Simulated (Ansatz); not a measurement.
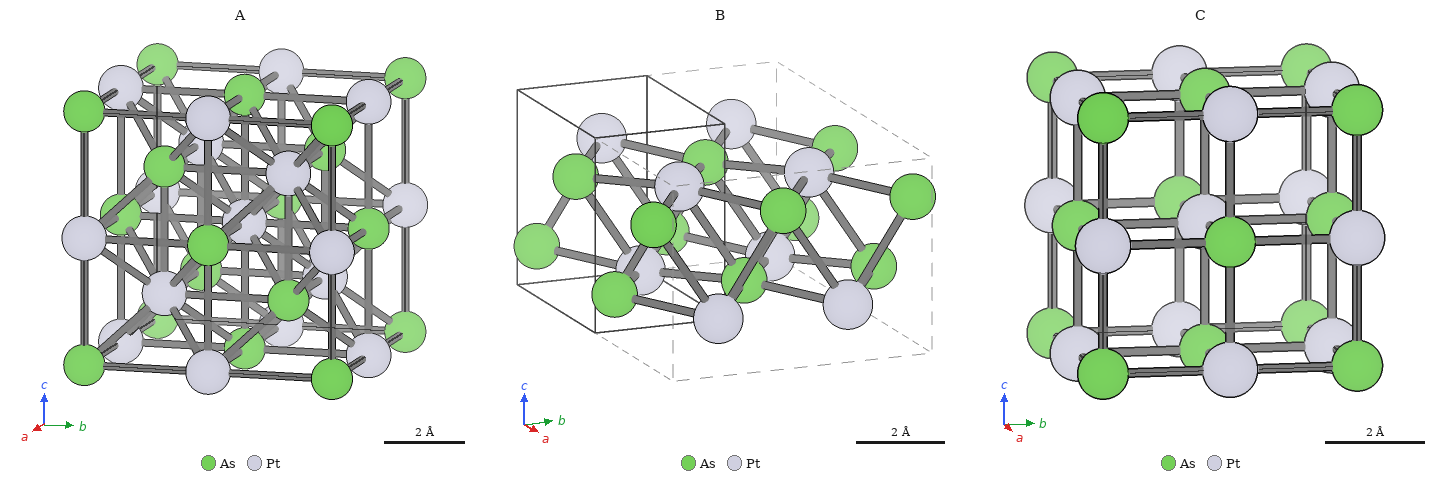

Three structures of AsPt, each relaxed to rest (conventional cells in solid outline, small ones repeated, each panel with its own scale). Method: Ansatz 0.2.0, DFT PBE, scalar-relativistic, plane waves, PAW, without spin polarisation.

> What are the structures shown?

A: 16 atoms a cell on a face-centred cubic lattice, Fd-3m; B: 4 atoms a cell on a primitive orthorhombic lattice, Pmma; C: rock salt (NaCl type), Fm-3m.

> Rank them by energy, lowest first.

C, then B (+115 meV/atom) and A (+391 meV/atom), energies at zero smearing.

> Collect the results in a table.

| panel | structure | E − E(lowest) (meV/atom) | volume (Å³/atom) | gap (eV) |
| --- | --- | --- | --- | --- |
| C | Fm-3m | 0 | 17.9 | metal |
| B | Pmma | 115 | 16.8 | metal |
| A | Fd-3m | 391 | 17.0 | metal |

Some of these may be structure types tried for this composition rather than known phases, and the most stable form need not be among them. Gaps are taken on the k-mesh or band path of each run.
